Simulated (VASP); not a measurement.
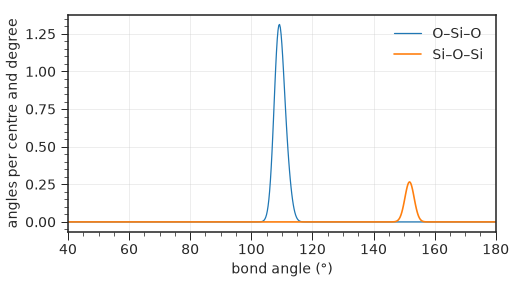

Bond-angle distributions computed from the structure of SiO₂; each angle is a Gaussian of σ = 1.5°. Bonds counted: O–Si up to 2.05 Å. Basis of the simulation: the geometry relaxed with VASP, VASP Kohn-Sham DFT of a periodic cell, revPBE, VASP PAW PBE potentials, recommended.

**Give the groups of angles for each curve.**

O–Si–O: 108–112° (6 per centre)
Si–O–Si: 152° (1 per centre)

**What coordination geometry do the angles point to, counting the bonds named above alone?**

Si has 4 O neighbours in a tetrahedral arrangement.

The structure has space group P4_12_12 (No. 92); other forms of this composition would give other results.
